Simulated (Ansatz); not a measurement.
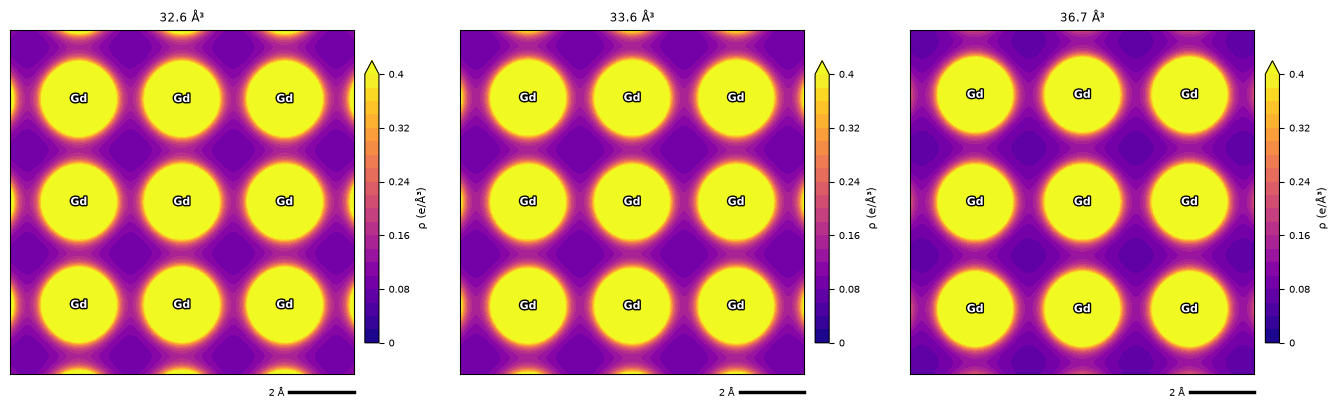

Gd. The valence electron density of cells scaled evenly to different volumes (given per atom above each panel), on the (001) plane of each (indices in the axes of the cell below), at one length scale and on one colour scale.

Spin-polarised.

All numbers below come from Ansatz, DFT, PBE, PAW with Ansatz's default frozen-core files, scalar-relativistic.

The density is the valence pseudo-density of a PAW calculation; it isn't the true density close to the nuclei.

The largest cell:

```
Gd
1.0
     3.32414    0.00000    0.00000
     0.00000    3.32414    0.00000
     0.00000    0.00000    3.32414
Gd
1
Direct
  0.00000 0.00000 0.00000
```

| volume (Å³/atom) | Gd–Gd contact in the plane (Å) | ρ at its midpoint (e/Å³) | pressure (GPa) | largest moment (μB) | 
| --- | --- | --- | --- | --- |
| 32.59 | 3.194 | 0.155 | 1.8 | 7.48 | 
| 33.61 | 3.227 | 0.148 | 0.9 | 7.49 | 
| 34.65 | 3.260 | ? | ? | ? | 
| 36.73 | 3.324 | 0.131 | −1.3 | 7.49 | 

What values belong in the row with question marks?

Answer. Over the known rows ln ρ falls by 1.29 per Å of Gd–Gd distance (a least-squares line), which gives 0.142 e/Å³ at 3.260 Å; the calculation gives 0.142 e/Å³. For the pressure, a straight line in volume between the neighbouring rows gives 0.2 GPa; the calculation gives 0.0. For the largest moment, a straight line in volume between the neighbouring rows gives 7.49 μB; the calculation gives 7.49.
